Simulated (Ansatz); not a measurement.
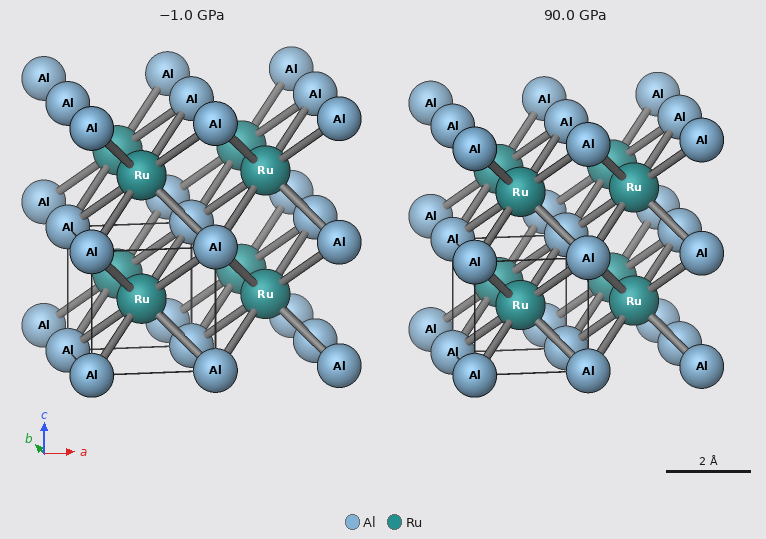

Solid AlRu (set up in Pm-3m), relaxed (cell and atoms) at several target pressures. The picture shows the first and the last member. The picture is a ball-and-stick view of the cell of the calculation, repeated 2 × 2 × 2 with one cell outlined, seen slightly off an axis.

Computed with Ansatz 0.2.0: DFT PBE, scalar-relativistic, plane waves, PAW. Settings: plane-wave cutoff 420 eV; k-point mesh 14 × 14 × 14 at −1.0 to 50.0, 16 × 16 × 16 at 90.0 GPa; occupations gaussian; smearing width 0.1 eV; no spin polarisation; cell and atoms relaxed; force threshold 0.008 eV/Å.

| pressure (GPa) | volume (Å³/atom) | a (Å) |
| --- | --- | --- |
| −1.0 | 13.622 | 3.009 |
| 0.0 | 13.556 | 3.004 |
| 1.0 | 13.489 | 2.999 |
| 4.0 | 13.299 | 2.985 |
| 12.0 | 12.864 | 2.952 |
| 25.0 | 12.278 | 2.907 |
| 50.0 | ? | ? |
| 90.0 | 10.509 | 2.760 |

### Estimate the missing row from the others, and compare with the calculation.

Murnaghan's form V = V₀(1 + B′P/B₀)^(−1/B′), with V₀ = 13.556 Å³ from the row at zero pressure, fits the other rows with B₀ = 206 GPa and B′ = 3.91 (largest miss 0.006 Å³). At 50.0 GPa it gives 13.556 × (1 + 3.91 × 50.0/206)^(−1/3.91) = 11.429 Å³ per atom. The calculation gives 11.439 Å³/atom (a = 2.839 Å). The estimate is 0.010 Å³/atom too low. From the first member to the last: Ru–Ru 3.009 → 2.760 Å, Al–Ru 2.606 → 2.390 Å.

The whole series:

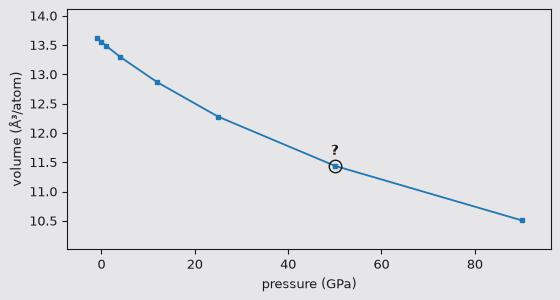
